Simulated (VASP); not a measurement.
Consider Be$_{8}$Te$_{7}$ (cell with a defect).

```yaml
crystal:
  lattice:
    - [0.00000, 5.58638, 5.58638]
    - [5.58638, 0.00000, 5.58638]
    - [5.58638, 5.58638, 0.00000]
  atoms:
    - { symbol: Be, position: [0.00156, 0.99877, 0.99984] }
    - { symbol: Be, position: [0.99955, 0.99905, 0.50075] }
    - { symbol: Be, position: [0.99936, 0.49967, 0.00044] }
    - { symbol: Be, position: [0.99966, 0.49974, 0.50045] }
    - { symbol: Be, position: [0.49925, 0.99969, 0.00005] }
    - { symbol: Be, position: [0.49901, 0.99885, 0.50220] }
    - { symbol: Be, position: [0.50008, 0.49807, 0.00101] }
    - { symbol: Be, position: [0.49924, 0.49998, 0.50035] }
    - { symbol: Te, position: [0.12434, 0.12468, 0.12580] }
    - { symbol: Te, position: [0.12442, 0.12467, 0.62524] }
    - { symbol: Te, position: [0.12481, 0.62405, 0.12557] }
    - { symbol: Te, position: [0.12445, 0.62446, 0.62565] }
    - { symbol: Te, position: [0.62450, 0.62458, 0.12549] }
    - { symbol: Te, position: [0.62461, 0.12496, 0.62517] }
    - { symbol: Te, position: [0.62474, 0.62406, 0.62568] }
```

Computed pressure about −2 GPa in this cell.

These are results of Kohn-Sham DFT of a periodic cell, LDA, VASP PAW LDA potentials, recommended in VASP, not measurements.

### What can the converged valence pseudo-density and electron localisation function tell about the bonding?

Be–Te (2.42 Å): ρ at the midpoint is about 0.49 e/Å³; the ELF peaks at about 0.95 between the atoms (a shared electron pair).

### Does the calculation give a band gap?

It is gapped, with a Kohn–Sham gap of 0.38 eV on the k-point mesh, an upper bound to the gap of this method.

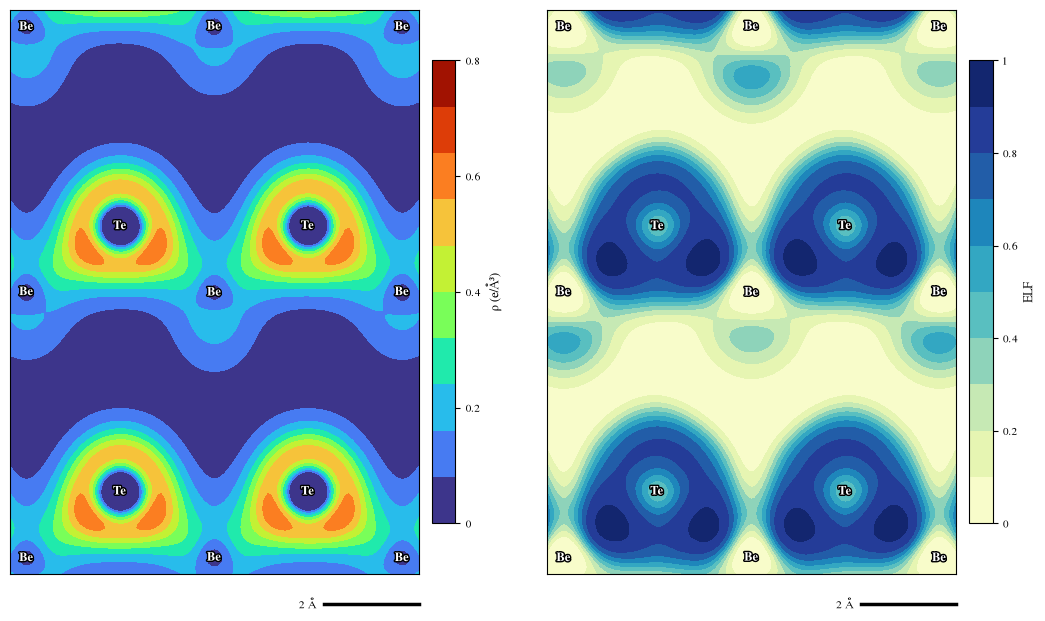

Computed valence pseudo-density and electron localisation function on the (101̄) plane of the calculation cell, in this order. 

In a PAW calculation such maps are meaningful between the atoms, not at the nuclei.
